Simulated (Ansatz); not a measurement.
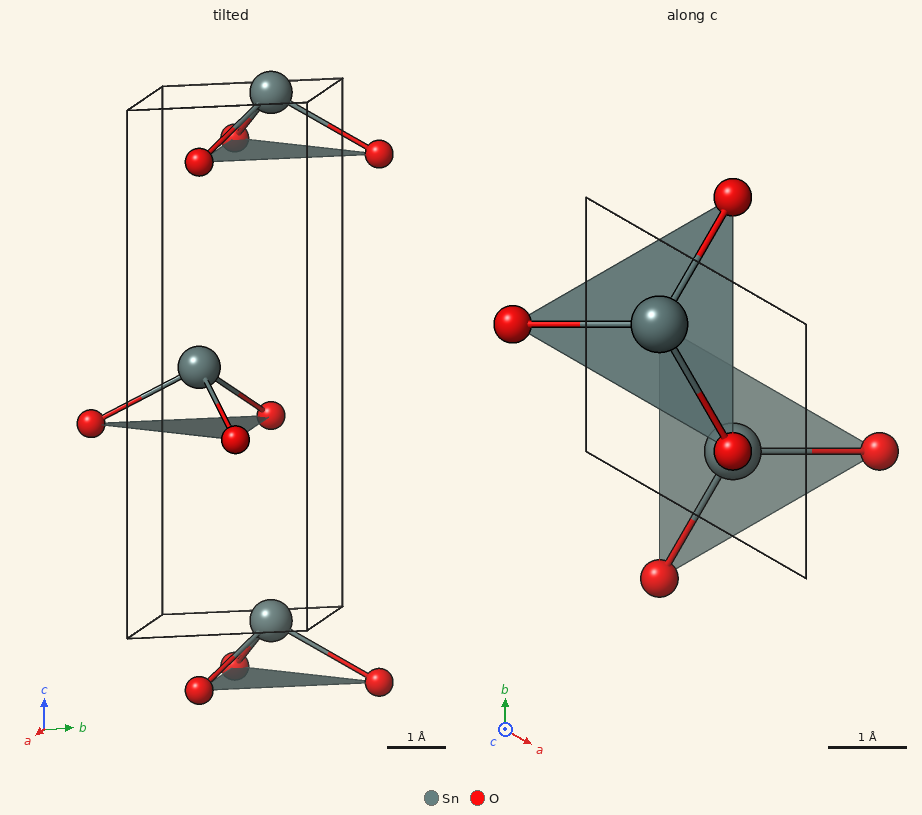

Shown here is a polyhedral view of the crystal, taken slightly off an axis and along the c axis. The parallelepiped is the conventional unit cell. Some atoms of the next cells are drawn as well.

SnO, space group P6_3mc (No. 186), a = 3.298 Å, b = 3.298 Å, c = 9.216 Å, α = 90.00°, β = 90.00°, γ = 120.00°. The structure was taken from a structure type filled with these elements by a generator (whether the compound takes this form wasn't checked). Earlier steps of the study, as a rule a relaxation of our own, may have changed the cell and positions, so they can lie some per cent off the listed ones. It went into a calculation with Ansatz.

This one geometry was computed with Ansatz (DFT, plane waves, PAW) at six levels of theory: HSE06, r2SCANh, LC-wPBE, PBE0, dielectric-dependent PBE0 (fraction 1/eps_inf of PBE) and LDA. It was relaxed beforehand with r2SCAN.

Which level gives the highest pressure at this volume, and what does that say about its equilibrium volume?

Highest: dielectric-dependent PBE0 (fraction 1/eps_inf of PBE) (1.1 GPa), which points to the largest equilibrium volume. Lowest, with the smallest volume: LC-wPBE (-2.1 GPa) and LDA (-2.0 GPa). Levels within 0.5 GPa of each other can't be told apart.

How does the band gap change with the level of theory?

LDA: a gap of 1.33 eV, indirect; HSE06: a gap of 1.91 eV, indirect; r2SCANh: a gap of 2.05 eV, indirect; dielectric-dependent PBE0 (fraction 1/eps_inf of PBE): a gap of 2.08 eV, indirect; PBE0: a gap of 2.57 eV, indirect; LC-wPBE: a gap of 6.15 eV, indirect.

Collect the results in a table.

| level | cutoff (eV) | k-mesh of the run's cell | gap (eV) | pressure (GPa) |
| --- | --- | --- | --- | --- |
| HSE06 | 420 | 6×6×2 | 1.91 | -0.2 |
| r2SCANh | 500 | 6×6×2 | 2.05 | -0.8 |
| LC-wPBE | 420 | 6×6×2 | 6.15 | -2.1 |
| PBE0 | 420 | 6×6×2 | 2.57 | -0.2 |
| dielectric-dependent PBE0 (fraction 1/eps_inf of PBE) | 420 | 6×6×2 | 2.08 | 1.1 |
| LDA | 420 | 12×12×4 | 1.33 | -2.0 |

Gaps are taken on the k-mesh or band path of each run.
